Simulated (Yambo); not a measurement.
System: rocksalt NaI, space group Fm-3m (No. 225), 2 atoms in the primitive cell; cubic a = 6.473 Å. Starting point: PBEsol, PseudoDojo 0.4.1 SR PBEsol standard, no spin polarisation, no spin-orbit coupling, 4×4×4 k mesh, 1197 eV cutoff, fixed occupations (Yambo 5.3.0). Many-body step: G0W0 with frequency dependence of W plasmon pole, bands in the response 128, bands in the self-energy 128, cutoff of the response matrix 6 Ry and cutoff of exchange and Vxc 88 Ry.

In PBEsol the smallest gap over these k points is 3.51 eV, with direct gaps of 3.51 eV at Γ.

What does G0W0 give?

Answer. Over the k points that were corrected, the smallest gap goes from 3.51 eV in PBEsol (direct at Γ) to 5.86 eV in G0W0 (direct at Γ), a change of +2.35 eV (+67 %). The quasiparticle weight (renormalisation factor) lies between 0.81 and 0.84 for the top filled and first empty levels.

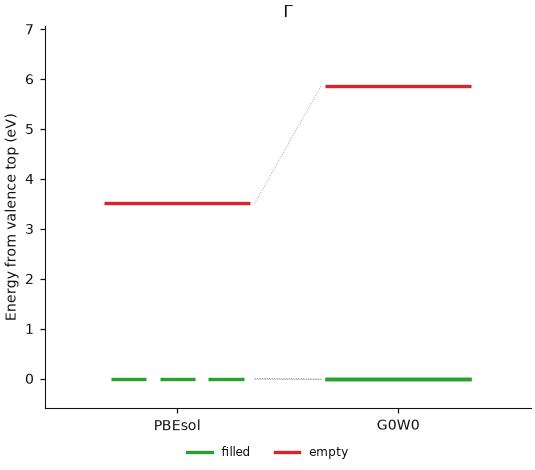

Levels at Γ in PBEsol and in G0W0, each set counted from its own valence top. Only the states that were corrected are drawn, so degenerate partners can be missing.

```
k point  PBEsol direct gap (eV)  G0W0 direct gap (eV)
      Γ                    3.51                  5.86
```

The k mesh is coarse (spacing up to 0.42 Å⁻¹), so the values aren't converged. Spin-orbit coupling is left out, which matters for I. Bands, cutoffs and mesh are finite, so these values aren't at the basis limit.
